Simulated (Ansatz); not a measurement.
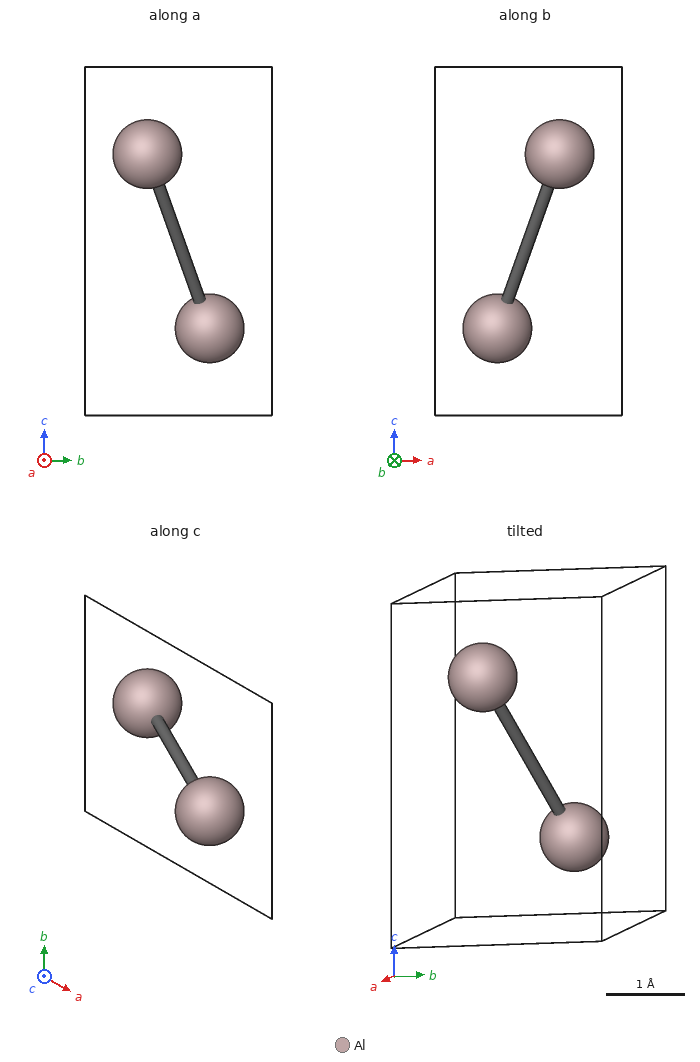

This ball-and-stick model is shown along the a axis, along the b axis, along the c axis and slightly off an axis. The wireframe shows the conventional unit cell.

Lattice parameters: a = 2.801 Å, b = 2.801 Å, c = 4.522 Å, α = 90.00°, β = 90.00°, γ = 120.00°.

**From the views, write a table of Wyckoff sites.**

Space group P6_3/mmc (No. 194).
| atom | site | x | y | z |
| --- | --- | --- | --- | --- |
| Al | 2c | 0.3333 | 0.6667 | 0.2500 |

Starting structure: a structure type filled with this element by a generator (whether the element takes this form wasn't checked). Earlier steps of the study may have refined or changed the cell and positions. Ansatz was used for an electronic-structure calculation on it.
